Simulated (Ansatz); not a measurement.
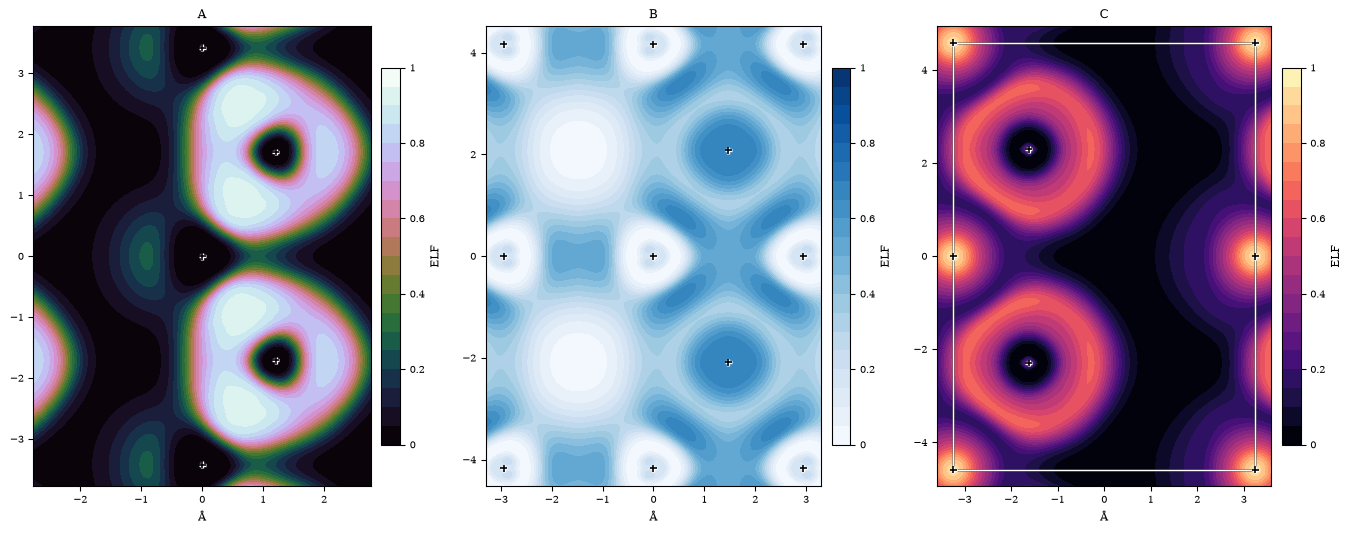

The electron localisation function of 3 systems, each on a plane through atoms (crosses mark nuclei in the plane).

All numbers below come from Ansatz, DFT PBEsol, scalar-relativistic, plane waves, PAW.

System 1: BeS, the (110) plane of the conventional cell. Space group F-43m.

```
CELL_PARAMETERS angstrom
4.83799 0.00000 0.00000
0.00000 0.00000 -4.83799
0.00000 4.83799 0.00000
ATOMIC_POSITIONS crystal
Be 0.50000 0.50000 0.00000
Be 0.00000 0.50000 0.50000
Be 0.00000 0.00000 0.00000
Be 0.50000 0.00000 0.50000
S 0.25000 0.75000 0.25000
S 0.75000 0.75000 0.75000
S 0.75000 0.25000 0.25000
S 0.25000 0.25000 0.75000
```

System 2: CdTe, the (101) plane of the conventional cell. Space group F-43m.

```
CELL_PARAMETERS angstrom
6.48934 0.00000 0.00000
0.00000 0.00000 -6.48934
0.00000 6.48934 0.00000
ATOMIC_POSITIONS crystal
Cd 0.50000 0.50000 0.00000
Cd 0.00000 0.50000 0.50000
Cd 0.00000 0.00000 0.00000
Cd 0.50000 0.00000 0.50000
Te 0.25000 0.75000 0.25000
Te 0.75000 0.75000 0.75000
Te 0.75000 0.25000 0.25000
Te 0.25000 0.25000 0.75000
```

System 3: Al₂Pt, the (101) plane of the conventional cell. Space group Fm-3m.

```yaml
crystal:
  lattice:
    - [5.89651, 0.00000, 0.00000]
    - [0.00000, 5.89651, 0.00000]
    - [0.00000, 0.00000, 5.89651]
  atoms:
    - { symbol: Al, position: [0.25000, 0.25000, 0.25000] }
    - { symbol: Al, position: [0.75000, 0.75000, 0.25000] }
    - { symbol: Al, position: [0.75000, 0.25000, 0.75000] }
    - { symbol: Al, position: [0.25000, 0.75000, 0.75000] }
    - { symbol: Al, position: [0.75000, 0.25000, 0.25000] }
    - { symbol: Al, position: [0.25000, 0.75000, 0.25000] }
    - { symbol: Al, position: [0.25000, 0.25000, 0.75000] }
    - { symbol: Al, position: [0.75000, 0.75000, 0.75000] }
    - { symbol: Pt, position: [0.00000, 0.00000, 0.00000] }
    - { symbol: Pt, position: [0.50000, 0.50000, 0.00000] }
    - { symbol: Pt, position: [0.50000, 0.00000, 0.50000] }
    - { symbol: Pt, position: [0.00000, 0.50000, 0.50000] }
```

Question: Match each panel to its system.

Answer: Panel A is system 1, BeS: the plane holds Be and S. Be–S (2.09 Å): the ELF peaks at about 0.95 between the atoms: a shared but strongly polarised pair. Panel B is system 3, Al₂Pt: the plane holds Al and Pt. Al–Pt (2.55 Å): the ELF is about 0.50 at the midpoint. Panel C is system 2, CdTe: the plane holds Cd and Te. Cd–Te (2.81 Å): the ELF is about 0.50 at the midpoint.
